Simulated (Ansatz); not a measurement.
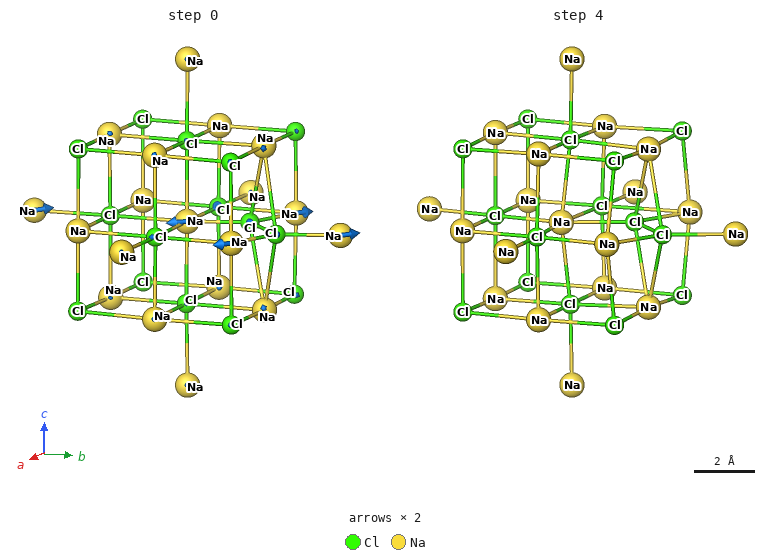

The structure of a defect cell of composition Cl33Na32 before (left) and after (right) a relaxation, at one scale. The blue arrows give the displacements, magnified 2 times.

The picture is a ball-and-stick view of the atoms within 5.8 Å of the atom that moves most (axes of the cell of the calculation (origin shifted)), seen slightly off an axis.

These are results of Ansatz, DFT, PBEsol, PAW, plane waves, not measurements. Set-up: plane-wave cutoff 420 eV; k-point mesh 1 × 1 × 1; mesh shifted by (0.25, 0.25, 0.25); collinear spin; atoms relaxed in a fixed cell; force threshold 0.03 eV/Å; at most 80 steps.

**Summarise the run.**

Over 4 geometry steps the energy falls by 2.102 eV per cell of the calculation. Largest force component: 3.4 eV/Å at the start, 0.023 eV/Å at the end. A Na atom moves most: 0.38 Å along [1 −1 0]. By element the largest moves are Na 0.38 Å, Cl 0.22 Å. The cell doesn't change. Near-neighbour distances that change, for instance: Cl–Na 2.763 → 3.164 Å, Cl–Na 2.119 → 2.472 Å, Cl–Na 2.832 → 3.162 Å, Cl–Na 2.142 → 2.471 Å. Among the angles between lasting bonds that change: Cl–Na–Cl 178.2° → 167.4°, Cl–Na–Cl 159.9° → 149.1°, Cl–Na–Cl 90.2° → 99.7°. Cost: 8.4 s on 1 × NVIDIA GB300 Max-Q with 8 threads of Arm Neoverse-V2, peak memory 2 GiB.
